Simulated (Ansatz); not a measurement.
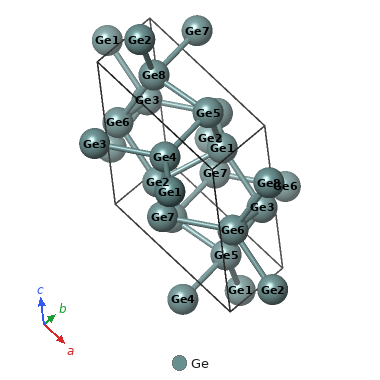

The system is Ge (R-3, No. 148; 8 atoms in the cell); the picture shows the reference structure. 
- The energy is mapped over the lattice constants a and c of the conventional cell.
- The first coordinate is: lattice constant a (and b); the second: lattice constant c.
- Nothing is relaxed (fractional coordinates fixed).
- The grid has 11 × 11 points.
- Points are written as (first, second).
- Energies are in meV/atom, from the lowest grid point.
- Level of theory: DFT LDA, scalar-relativistic, plane waves, PAW (Ansatz 0.2.0). Settings: cutoff 420 eV, k-mesh 9×9×9, gaussian smearing 0.15 eV, no spin polarisation.

Its coordinates:

```
CELL_PARAMETERS angstrom
4.88008 2.81752 1.93606
-4.88008 2.81752 1.93606
0.00000 -5.63503 1.93606
ATOMIC_POSITIONS crystal
Ge 0.71604 0.71604 0.71604
Ge 0.28396 0.28396 0.28396
Ge 0.02894 0.72536 0.53229
Ge 0.53229 0.02894 0.72536
Ge 0.72536 0.53229 0.02894
Ge 0.97106 0.27464 0.46771
Ge 0.46771 0.97106 0.27464
Ge 0.27464 0.46771 0.97106
```

The input of one point:

```yaml
crystal:
  lattice:
    - [4.880081072, 2.8175161206, 1.9360574366]
    - [-4.880081072, 2.8175161206, 1.9360574366]
    - [0.0, -5.6350322412, 1.9360574366]
  atoms:
    - { symbol: Ge, position: [0.7160372198, 0.7160372198, 0.7160372198] }
    - { symbol: Ge, position: [0.2839627802, 0.2839627802, 0.2839627802] }
    - { symbol: Ge, position: [0.0289443365, 0.7253625346, 0.5322921793] }
    - { symbol: Ge, position: [0.5322921793, 0.0289443365, 0.7253625346] }
    - { symbol: Ge, position: [0.7253625346, 0.5322921793, 0.0289443365] }
    - { symbol: Ge, position: [0.9710556635, 0.2746374654, 0.4677078207] }
    - { symbol: Ge, position: [0.4677078207, 0.9710556635, 0.2746374654] }
    - { symbol: Ge, position: [0.2746374654, 0.4677078207, 0.9710556635] }
basis:
  ecutwfc: 420
kpoints:
  mp_grid: { grid: [9, 9, 9] }
hamiltonian:
  xc: lda
  pseudopotentials: { kind: paw, azcp: { folder: soft_1 } }
scf:
  occupations: { method: gaussian, width: 0.15 }
output:
  forces: true
  stress: true
  eigenvalues: true
```

Range: lattice constant a (and b) from 9.272 to 10.248 Å; lattice constant c from 5.111 to 6.505 Å.

**What will the energy surface look like?**

The lowest grid point is at (9.760 Å, 5.808 Å). No other kind of well shows on this grid. The highest grid point, (9.272 Å, 5.111 Å), lies 374 meV/atom above the lowest. Round the minimum the valley is somewhat tilted: raising lattice constant a (and b) shifts the best value of lattice constant c downwards (coupling k₁₂/√(k₁₁k₂₂) about 0.2).

```
lattice constant c ↓, lattice constant a (and b) →  9.272  9.370  9.467  9.565  9.663  9.760  9.858  9.955  10.053  10.151  10.248
                                             6.505    148    129    116    110    108    112    120    132     148     168     190
                                             6.366    120     99     85     77     74     77     84     95     111     129     151
                                             6.226     96     74     58     48     45     46     52     63      77      95     116
                                             6.087     80     55     38     27     22     22     27     37      50      67      88
                                             5.948     72     46     26     14      7      6     10     18      31      47      66
                                             5.808     76     47     26     11      3      0      2      9      21      35      54
                                             5.669     94     62     38     22     11      7      7     12      22      35      52
                                             5.529    128     94     68     48     35     28     27     30      37      48      63
                                             5.390    184    146    117     94     78     68     63     64      68      76      88
                                             5.251    265    223    189    162    143    129    121    117     118     122     129
                                             5.111    374    327    288    257    232    214    200    191     186     184     185
```

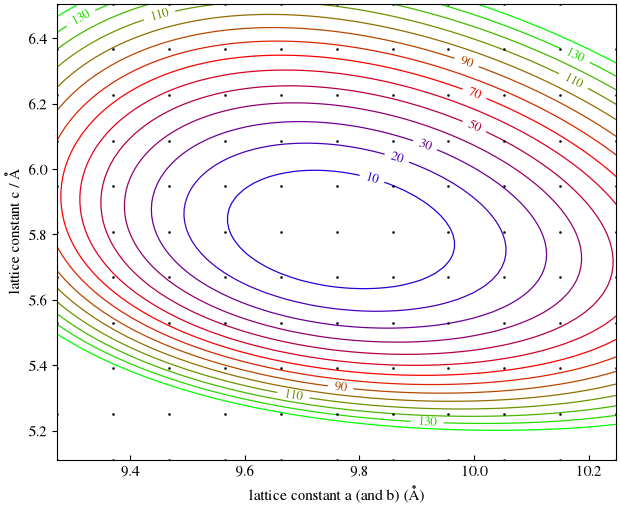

Drawn: contour lines labelled in meV/atom (none above 140), dots at the grid points. Between grid points the surface is interpolated.

Time for the 121 points that were run: 14 min on 4 threads of AMD EPYC 9R45 96-Core Processor (Zen 5), with other jobs on the host.
